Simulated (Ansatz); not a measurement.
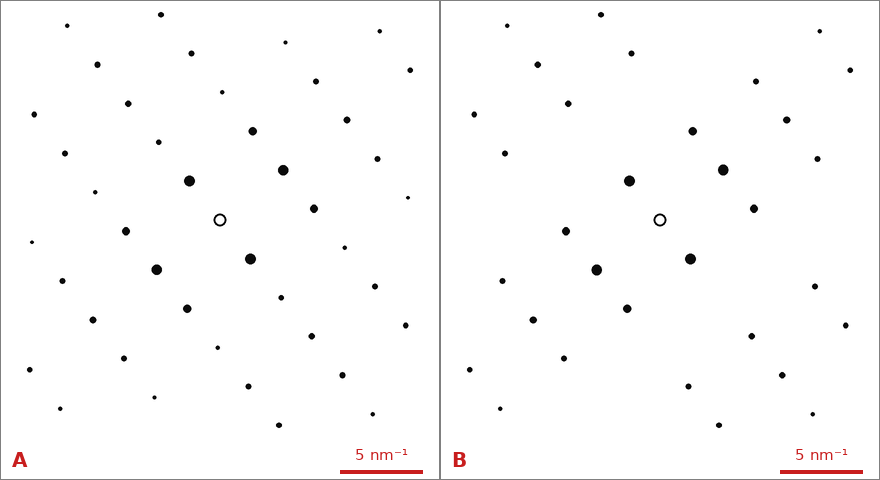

Two kinematic electron diffraction simulations (200 kV, B = 0.5 Å²) along [211] of NiSb, space group F-43m (No. 216), a = 5.71 Å. In one, Ni and Sb are ordered as in the structure; in the other they share their sites at random (average scattering factor, positions unchanged, diffuse scattering left out). Structure: coordinates from a relaxation with DFT PBE, scalar-relativistic, plane waves, PAW (Ansatz); the starting structure was generated, so it need not be a known form of this composition.

Which pattern belongs to the ordered crystal, and which reflections tell?

Answer. A is ordered. It has difference reflections such as 2 -2 -2, 2 -4 0, 2 0 -4 (d = 1.65 Å for the first), whose structure factor is proportional to f(Ni) − f(Sb); they vanish when the two elements are mixed, although the lattice stays the same for some or all of them: the mixed structure has higher symmetry or its sites cancel there.
